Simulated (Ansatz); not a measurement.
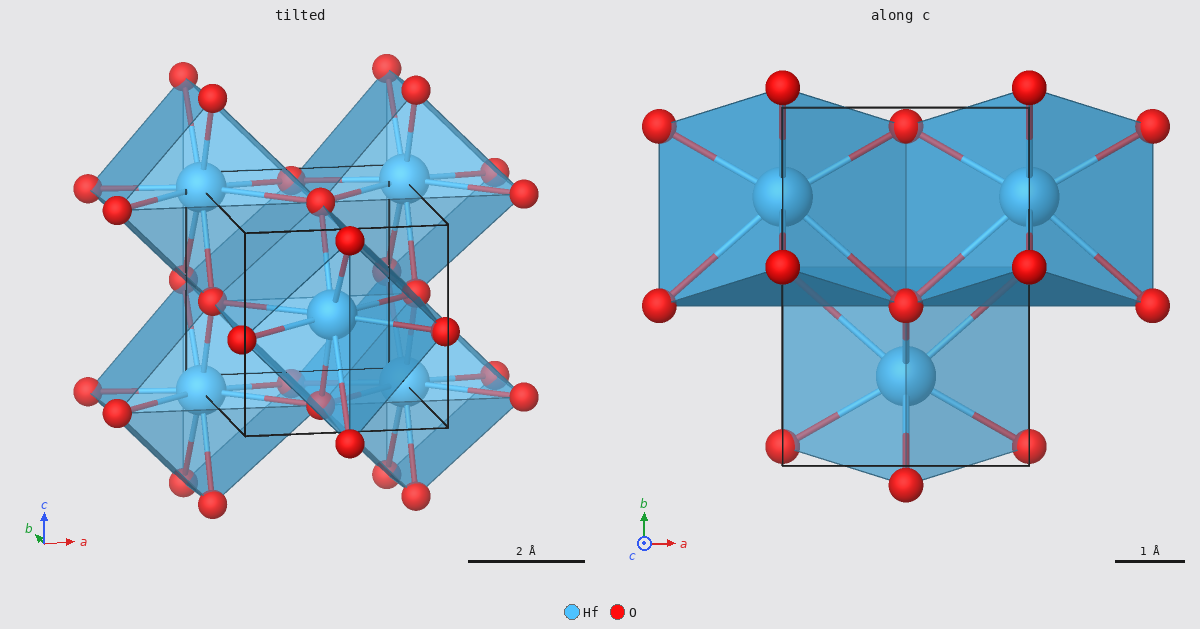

Polyhedral representation of a periodic structure, projected slightly off an axis and along the c axis. Thin lines show the conventional unit cell, with boundary atoms drawn in all their periodic places. Some neighbours outside the box are added.

HfO2, space group Pmn2_1 (No. 31), a = 3.58 Å, b = 5.20 Å, c = 3.58 Å, α = 90.00°, β = 90.00°, γ = 90.00°.

Level of theory and settings: Ansatz 0.2.0, DFT r2SCAN, scalar-relativistic, plane waves, PAW, plane waves up to 500 eV, k-points about 0.29 Å⁻¹ apart, Gaussian smearing of 0.05 eV, no spin polarisation.

Q: Classify it as metallic or gapped, with the value.

A: An insulator at this level, with a gap of 5.26 eV on the k-mesh (the true edges may lie between mesh points, so the gap can be somewhat smaller).

Q: What is the computed pressure?

A: The computed pressure is 0.2 GPa (compressed: it would expand). The stress isn't hydrostatic: its largest component is 1.4 GPa.

Its origin is a structure listed in the Materials Project. The cell was then strained or its atoms displaced on purpose. Ansatz was used for an electronic-structure calculation on it.
